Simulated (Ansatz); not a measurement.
System: SiO₂, space group Imma (No. 74), 12 atoms in the cell.

```xyz
12
Lattice="-2.6235 4.7755 4.4423 2.6235 -4.7755 4.4423 2.6235 4.7755 -4.4423" Properties=species:S:1:pos:R:3 pbc="T T T"
Si    0.0000    0.8079    7.5060
Si    0.0000    5.5834    1.3786
Si    2.6235    3.9676   -3.0637
Si    2.6235   -0.8079    3.0637
O     2.6235   -2.3878    3.3824
O     0.0000    7.1633    1.0599
O     1.3118    5.1846    2.2212
O     1.3118    4.3665   -2.2212
O     1.3118   -0.4091    2.2212
O    -1.3118    5.1846    2.2212
O     0.0000    0.0000    0.0000
O     0.0000    4.7755    0.0000
```

Level of theory: DFT r2SCAN, scalar-relativistic, plane waves, PAW, no spin polarisation, 6×6×6 k mesh, Gaussian smearing of 0.02 eV; code Ansatz 0.2.0.

What does the calculation give for the electronic structure?

There is a gap; over the k points computed it is 6.18 eV. By projected weight, the top eV of the valence band is O 2p almost alone. The upper group of valence states starts about 3.5 eV under the valence-band top (which lies at −3.1 eV on this axis), with a gap beneath it; it holds about 32 electrons a cell.

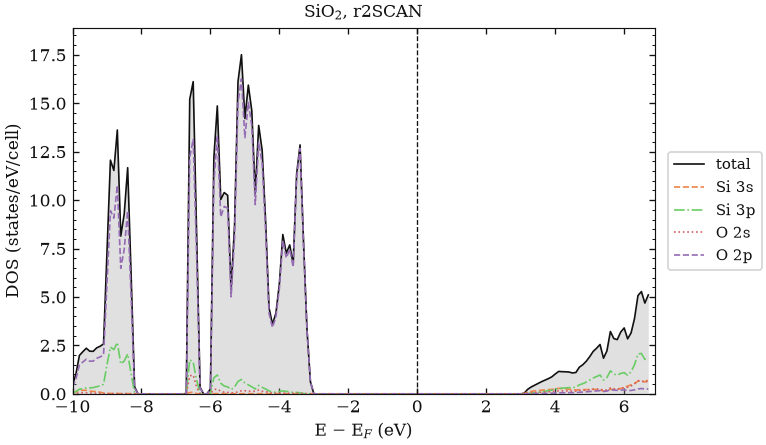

Density of states. Energies are counted from the Fermi level. The partial curves are projected on Löwdin-orthogonalised atomic shells; they sum to less than the total at higher energies, where shells without a projector contribute.
